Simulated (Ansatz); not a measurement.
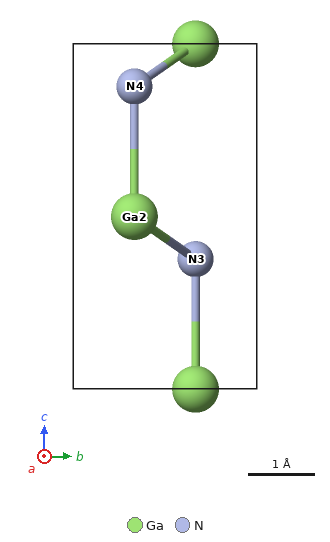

The structure as given in the input (ball-and-stick view of the cell of the calculation, along the a axis; atoms are numbered from 1 in the order of the input).

## Single-point calculation, with input and output: GaN

GaN (P2₁, 4 atoms in the cell), computed with DFT, PBE, plane waves, PAW, no spin polarisation (Ansatz 0.2.0).

The structure derives from an entry of the Crystallography Open Database. Some settings of this run were made unusual or wrong on purpose. Figures and captions count atoms from 1; the log counts them from 0 in places.

## Input
```yaml
crystal:
  lattice:
    - [3.2184289164, -0.0804607229, 0.0]
    - [-1.6788954883, 2.8274715633, 0.0]
    - [0.0, 0.0, 5.2430304702]
  atoms:
    - { symbol: Ga, position: [0.3333333333, 0.6666666667, 0.9991316875] }
    - { symbol: Ga, position: [0.6666666667, 0.3333333333, 0.4991316875] }
    - { symbol: "N", position: [0.3333333333, 0.6666666667, 0.3758683125] }
    - { symbol: "N", position: [0.6666666667, 0.3333333333, 0.8758683125] }
basis:
  ecutwfc: 420
kpoints:
  mp_grid: { grid: [12, 12, 6] }
hamiltonian:
  xc: pbe
scf:
  occupations: { method: gaussian, width: 0.05 }
  mixing: { algorithm: anderson, beta: 0.001, ndim: 1 }
  max_iter: 50
output:
  forces: true
  eigenvalues: true
  stress: true
```

Hardware: 1 thread of Intel Xeon (Granite Rapids), 32 GiB of memory available, shared host.

Command:
```bash
ansatz run input.yaml --threads 1 --pin off --max-ram 2560MiB --backend cpu --events-out ev --progress --plain --runs-dir out
```

## The program's output
```
Engine: ansatz 0.2.0, x86_64-unknown-linux-gnu
Pseudopotentials: kind: paw
Pseudopotential: Ga, paw, valence charge 13, recommended cutoff 420 eV (normal), Ga.paw.azcp
Pseudopotential: N, paw, valence charge 5, recommended cutoff 420 eV (normal), N.paw.azcp
Functional definition: PBE
  parameter kappa = 0.804
  parameter beta = 0.06672455060314922
  exchange = pbe_x(kappa = kappa, mu = beta*pi^2/3)
  correlation = pbe_c(beta = beta)
Crystal: 4 atoms, lattice volume = 47.003 Å³
Basis set: ecut = 420 eV, 927 PW (Γ), exchange–correlation on 48×48×72 points (8 copies of the dense FFT grid, shifted against one another)
Bands: 22, of which v1, the nominal top of the filled ones, is band 18 counted from 1 (17 counted from 0)
Symmetry: 2 space group operations
Space group: P21 (ITA 4), of the structure as read, at distance tolerance 3.6e-5 Å
k-points: 296 of 864 (time reversal used)
Non-local potential: Ga, projectors of the file, l = 0: 2, l = 1: 2, l = 2: 3, l = 3: 1
Non-local potential: N, projectors of the file, l = 0: 2, l = 1: 2, l = 2: 1
PAW form: soft (Blöchl's): semilocal exchange-correlation on the pseudo side does not see the compensation charge
PAW one-centre angular grid: Ga, 590 points (default); XC on 64 Gauss nodes
PAW one-centre angular grid: N, 110 points (default); XC on 64 Gauss nodes
Initial density: superposition of atomic densities (neutral atoms: chi_scale 0, normalization atom), corrected by the library's trained network
Initial wavefunctions: pseudopotential atomic-orbital guess
Functional: x = pbe(κ = 0.804, μ = 0.2195149727645171), c = pbe(β = 0.06672455060314922)
SCF iter   1: F=—  HF=-8335.784471 eV  |F-HF|=—  |Δ(HF+E_count)|=         —  Δρ=9.67e-4  dr2=2.55e-4  ethr=1.77e-3  ⟨swp⟩=5.1  Hψ=26046  notcnv=0
preconditioner: auto → Resta (q_TF=auto, 2.610 Å⁻¹)  ε∞=4.9  [insulator: Δε(μ)=1.585 eV  Ē_g=16.372 eV  σ=0.050 eV  W_gap=1.00  n_scr=22 (ndim 1)  ℏωp=32.5 eV  f_vac=0.010  D(μ)=0.00/eV (n_scr^D=0)  ε∞_Penn≈4.9]
SCF iter   2: F=—  HF=-8335.784792 eV  |F-HF|=—  |Δ(HF+E_count)|=   3.20e-4  Δρ=9.81e-4  dr2=2.71e-4  ethr=7.09e-7  ⟨swp⟩=2.1  Hψ=14077  notcnv=0
SCF iter   3: F=—  HF=-8335.784792 eV  |F-HF|=—  |Δ(HF+E_count)|=   6.53e-7  Δρ=9.79e-4  dr2=2.70e-4  ethr=7.09e-7  ⟨swp⟩=1.0  Hψ=6512  notcnv=0
SCF iter   4: F=—  HF=-8335.784793 eV  |F-HF|=—  |Δ(HF+E_count)|=   5.03e-7  Δρ=9.78e-4  dr2=2.69e-4  ethr=7.09e-7  ⟨swp⟩=1.0  Hψ=6512  notcnv=0
SCF iter   5: F=—  HF=-8335.784793 eV  |F-HF|=—  |Δ(HF+E_count)|=   7.08e-7  Δρ=9.76e-4  dr2=2.68e-4  ethr=7.09e-7  ⟨swp⟩=1.0  Hψ=6512  notcnv=0
SCF iter   6: F=—  HF=-8335.784794 eV  |F-HF|=—  |Δ(HF+E_count)|=   7.94e-7  Δρ=9.75e-4  dr2=2.67e-4  ethr=7.09e-7  ⟨swp⟩=1.0  Hψ=6512  notcnv=0
SCF iter   7: F=—  HF=-8335.784795 eV  |F-HF|=—  |Δ(HF+E_count)|=   3.64e-7  Δρ=9.74e-4  dr2=2.66e-4  ethr=7.09e-7  ⟨swp⟩=1.0  Hψ=6512  notcnv=0
SCF iter   8: F=—  HF=-8335.784795 eV  |F-HF|=—  |Δ(HF+E_count)|=   6.71e-7  Δρ=9.73e-4  dr2=2.66e-4  ethr=7.09e-7  ⟨swp⟩=1.0  Hψ=6512  notcnv=0
SCF iter   9: F=—  HF=-8335.784796 eV  |F-HF|=—  |Δ(HF+E_count)|=   1.19e-6  Δρ=9.72e-4  dr2=2.65e-4  ethr=7.09e-7  ⟨swp⟩=1.0  Hψ=6512  notcnv=0
SCF iter  10: F=—  HF=-8335.784797 eV  |F-HF|=—  |Δ(HF+E_count)|=   7.26e-7  Δρ=9.70e-4  dr2=2.64e-4  ethr=7.09e-7  ⟨swp⟩=1.0  Hψ=6512  notcnv=0
SCF iter  11: F=—  HF=-8335.784798 eV  |F-HF|=—  |Δ(HF+E_count)|=   3.96e-7  Δρ=9.69e-4  dr2=2.63e-4  ethr=7.09e-7  ⟨swp⟩=1.0  Hψ=6512  notcnv=0
SCF iter  12: F=—  HF=-8335.784798 eV  |F-HF|=—  |Δ(HF+E_count)|=   6.49e-7  Δρ=9.68e-4  dr2=2.63e-4  ethr=7.09e-7  ⟨swp⟩=1.0  Hψ=6512  notcnv=0
SCF iter  13: F=—  HF=-8335.784796 eV  |F-HF|=—  |Δ(HF+E_count)|=   1.71e-6  Δρ=9.67e-4  dr2=2.62e-4  ethr=7.09e-7  ⟨swp⟩=1.0  Hψ=6512  notcnv=0
SCF iter  14: F=—  HF=-8335.784797 eV  |F-HF|=—  |Δ(HF+E_count)|=   4.38e-7  Δρ=9.66e-4  dr2=2.61e-4  ethr=7.09e-7  ⟨swp⟩=1.0  Hψ=6512  notcnv=0
SCF iter  15: F=—  HF=-8335.784798 eV  |F-HF|=—  |Δ(HF+E_count)|=   8.14e-7  Δρ=9.64e-4  dr2=2.60e-4  ethr=7.09e-7  ⟨swp⟩=1.0  Hψ=6512  notcnv=0
SCF iter  16: F=—  HF=-8335.784799 eV  |F-HF|=—  |Δ(HF+E_count)|=   8.28e-7  Δρ=9.63e-4  dr2=2.59e-4  ethr=7.09e-7  ⟨swp⟩=1.0  Hψ=6512  notcnv=0
SCF iter  17: F=—  HF=-8335.784799 eV  |F-HF|=—  |Δ(HF+E_count)|=   7.18e-7  Δρ=9.62e-4  dr2=2.59e-4  ethr=7.09e-7  ⟨swp⟩=1.0  Hψ=6512  notcnv=0
SCF iter  18: F=—  HF=-8335.784800 eV  |F-HF|=—  |Δ(HF+E_count)|=   7.71e-7  Δρ=9.61e-4  dr2=2.58e-4  ethr=7.09e-7  ⟨swp⟩=1.0  Hψ=6512  notcnv=0
SCF iter  19: F=—  HF=-8335.784801 eV  |F-HF|=—  |Δ(HF+E_count)|=   9.98e-7  Δρ=9.60e-4  dr2=2.57e-4  ethr=7.09e-7  ⟨swp⟩=1.0  Hψ=6512  notcnv=0
SCF iter  20: F=—  HF=-8335.784802 eV  |F-HF|=—  |Δ(HF+E_count)|=   7.78e-7  Δρ=9.58e-4  dr2=2.56e-4  ethr=7.09e-7  ⟨swp⟩=1.0  Hψ=6512  notcnv=0
SCF iter  21: F=—  HF=-8335.784802 eV  |F-HF|=—  |Δ(HF+E_count)|=   6.16e-7  Δρ=9.57e-4  dr2=2.56e-4  ethr=7.09e-7  ⟨swp⟩=1.0  Hψ=6512  notcnv=0
SCF iter  22: F=—  HF=-8335.784803 eV  |F-HF|=—  |Δ(HF+E_count)|=   5.95e-7  Δρ=9.56e-4  dr2=2.55e-4  ethr=7.09e-7  ⟨swp⟩=1.0  Hψ=6512  notcnv=0
SCF iter  23: F=—  HF=-8335.784804 eV  |F-HF|=—  |Δ(HF+E_count)|=   4.86e-7  Δρ=9.55e-4  dr2=2.54e-4  ethr=7.08e-7  ⟨swp⟩=1.0  Hψ=6512  notcnv=0
SCF iter  24: F=—  HF=-8335.784800 eV  |F-HF|=—  |Δ(HF+E_count)|=   3.13e-6  Δρ=9.54e-4  dr2=2.53e-4  ethr=7.06e-7  ⟨swp⟩=1.0  Hψ=6512  notcnv=0
SCF iter  25: F=—  HF=-8335.784801 eV  |F-HF|=—  |Δ(HF+E_count)|=   1.98e-7  Δρ=9.53e-4  dr2=2.53e-4  ethr=7.04e-7  ⟨swp⟩=1.0  Hψ=6512  notcnv=0
SCF iter  26: F=—  HF=-8335.784801 eV  |F-HF|=—  |Δ(HF+E_count)|=   5.48e-7  Δρ=9.51e-4  dr2=2.52e-4  ethr=7.02e-7  ⟨swp⟩=1.0  Hψ=6512  notcnv=0
SCF iter  27: F=—  HF=-8335.784802 eV  |F-HF|=—  |Δ(HF+E_count)|=   6.66e-7  Δρ=9.50e-4  dr2=2.51e-4  ethr=7.00e-7  ⟨swp⟩=1.0  Hψ=6512  notcnv=0
SCF iter  28: F=—  HF=-8335.784802 eV  |F-HF|=—  |Δ(HF+E_count)|=   6.40e-7  Δρ=9.49e-4  dr2=2.50e-4  ethr=6.98e-7  ⟨swp⟩=1.0  Hψ=6512  notcnv=0
SCF iter  29: F=—  HF=-8335.784803 eV  |F-HF|=—  |Δ(HF+E_count)|=   5.37e-7  Δρ=9.48e-4  dr2=2.50e-4  ethr=6.96e-7  ⟨swp⟩=1.0  Hψ=6512  notcnv=0
SCF iter  30: F=—  HF=-8335.784804 eV  |F-HF|=—  |Δ(HF+E_count)|=   8.44e-7  Δρ=9.47e-4  dr2=2.49e-4  ethr=6.94e-7  ⟨swp⟩=1.0  Hψ=6512  notcnv=0
SCF iter  31: F=—  HF=-8335.784804 eV  |F-HF|=—  |Δ(HF+E_count)|=   6.18e-7  Δρ=9.46e-4  dr2=2.48e-4  ethr=6.92e-7  ⟨swp⟩=1.0  Hψ=6512  notcnv=0
SCF iter  32: F=—  HF=-8335.784815 eV  |F-HF|=—  |Δ(HF+E_count)|=   1.08e-5  Δρ=9.44e-4  dr2=2.48e-4  ethr=6.90e-7  ⟨swp⟩=1.0  Hψ=14208  notcnv=0
Mixer restart at iter 32: flushing history
iteration 32: the SCF's residuals had fallen too slowly under its mixing. It goes on by minimising its free energy, and can end on another state than longer mixing would; under `scf.algorithm: density_mixing` no SCF does so, but by `scf.convergence.dm_fallback`
SCF iter  33: F=—  HF=-8335.785184 eV  |F-HF|=—  |Δ(HF+E_count)|=   3.68e-4  Δρ=4.09e-4  dr2=6.77e-5  ethr=6.88e-7  ⟨swp⟩=2.4  Hψ=39484  notcnv=0
SCF iter  34: F=—  HF=-8335.785161 eV  |F-HF|=—  |Δ(HF+E_count)|=   2.25e-5  Δρ=6.57e-5  dr2=1.21e-6  ethr=1.88e-7  ⟨swp⟩=2.0  Hψ=26440  notcnv=0
SCF iter  35: F=-8335.785161 eV  HF=-8335.785161 eV  |F-HF|=9.27e-8  |Δ(HF+E_count)|=   4.70e-7  Δρ=1.58e-5  dr2=9.48e-8  ethr=2.78e-10  ⟨swp⟩=2.2  Hψ=25868  notcnv=0
SCF iter  36: F=-8335.785161 eV  HF=-8335.785161 eV  |F-HF|=9.27e-8  |Δ(HF+E_count)|=  1.46e-11  Δρ=1.58e-5  dr2=9.47e-8  ethr=2.63e-10  ⟨swp⟩=2.2  Hψ=25122  notcnv=0
SCF 1 converged in 36 iterations: F = -8335.785161 eV  dr2 = 9.47e-8
  greatest PAW one-centre occupation: 0.995 electrons in one spin orbital (limit 2), on the Ga atom at site 1 (counted from 0), in its partial waves of l = 2
```

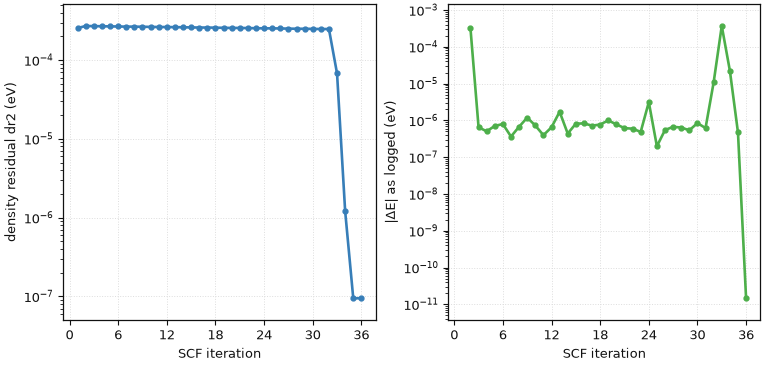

Convergence of the self-consistent field: density residual dr2 and size of the energy change against the SCF iteration. The residual lingers near 2.5 × 10⁻⁴ from about step 1 to 32 before it falls again.

```
SCF converged after 36 iterations
Free energy (F): -8335.785161 eV
Harris-Foulkes:  -8335.785161 eV  (|F-HF|=9.27e-8)
Internal energy: -8335.785161 eV  (E = F + TS)
E sigma→0 (E₀):  -8335.785161 eV
Fermi energy:    10.165979 eV
--- Per-component energies (eV) ---
  E_band       = -23.871020
  E_kinetic    = 492.283382
  E_local      = -3949.908247  (includes V_loc(G=0)·N_el)
  E_nonlocal   = 948.679933
  E_hartree    = 1813.811829
  E_xc         = -256.840587
  E_vxc        = -267.271998  (∫ρ·V_xc dr)
  E_paw        = -4240.915332  (= ΣΔE_a)
  E_vpaw       = -875.291070  (= ΣTr[D̂ρ^β])
  E_aug_tail   = 0.000067  (compensation charges beyond the density's cutoff)
  E_ewald      = -3142.896206
  E_smearing   = -0.000000  (= −TS)
  E_closure    = -0.000000  (closes the sum)
  Σ components = -8335.785161   (vs F -8335.785161, Δ=0.00e0)
--- Forces (eV/Å), atoms counted from 1 ---
  atom   1  Ga     0.35029029     0.03694931     0.03199877
  atom   2  Ga    -0.35029029    -0.03694931     0.03199877
  atom   3  N      0.42092750     0.03681753    -0.03205486
  atom   4  N     -0.42092750    -0.03681753    -0.03205486
  max |Σ_I F_I| component: 1.12e-4 eV/Å
--- Stress (GPa, compression-positive) ---
        0.557600       7.128038       0.000000
        7.128038       0.545786       0.000000
        0.000000       0.000000       0.081414
  P = ⅓ Tr σ = 0.3949 GPa (3.949 kbar)
--- Band table (eV; the first three rows and the last of 296) ---
  k-point 0: bands = ["-6.4749", "-5.6737", "-4.2043", "-4.1936", "-4.1757", "-4.1378", "-4.1159", "-3.9571", "-3.9552", "-3.8681", "-3.8643", "-2.6098", "2.4026", "8.1690", "8.3793", "9.1692", "9.2355", "9.3710", "10.9610", "13.2891", "18.2456", "18.7191"]
  k-point 1: bands = ["-6.3998", "-5.6981", "-4.1926", "-4.1822", "-4.1741", "-4.1422", "-4.1203", "-3.9490", "-3.9468", "-3.8721", "-3.8683", "-2.8698", "2.8743", "8.2190", "8.3850", "8.4776", "9.0999", "9.3019", "11.6675", "13.3416", "18.0717", "18.7381"]
  k-point 2: bands = ["-6.2026", "-5.7872", "-4.1876", "-4.1680", "-4.1624", "-4.1412", "-4.0694", "-3.9289", "-3.9259", "-3.8845", "-3.8805", "-3.3893", "4.0227", "6.9829", "8.4146", "8.6212", "8.9119", "9.1150", "12.6547", "13.4276", "17.6905", "18.0844"]
  k-point 295: bands = ["-5.5690", "-5.5690", "-4.1404", "-4.1404", "-4.0331", "-4.0331", "-3.9192", "-3.9192", "-3.8758", "-3.8758", "-2.5839", "-2.5839", "2.7671", "2.7671", "7.3826", "7.3826", "7.6619", "7.6619", "13.7254", "13.7254", "16.9925", "16.9925"]
```

## What the run reported

| quantity | value |
| --- | --- |
| outcome | converged |
| space group (tolerance 0.01 Å) | P2₁ (4) |
| electrons treated | 36 |
| free energy | −8335.7852 eV |
| Fermi energy | 10.166 eV |
| gap on the k-point mesh | 1.59 eV |
| pressure | 0.39 GPa |
| largest force (length of the vector) | 0.424 eV/Å |
| wall time | 55 s |
| peak memory | 1 GiB |

## Diagnosis

A setting was made wrong on purpose: mixing far too weak (`scf.mixing`). So small a step barely moves the density in each iteration. The run converged all the same; its numbers are those of the faulty input and shouldn't be used.
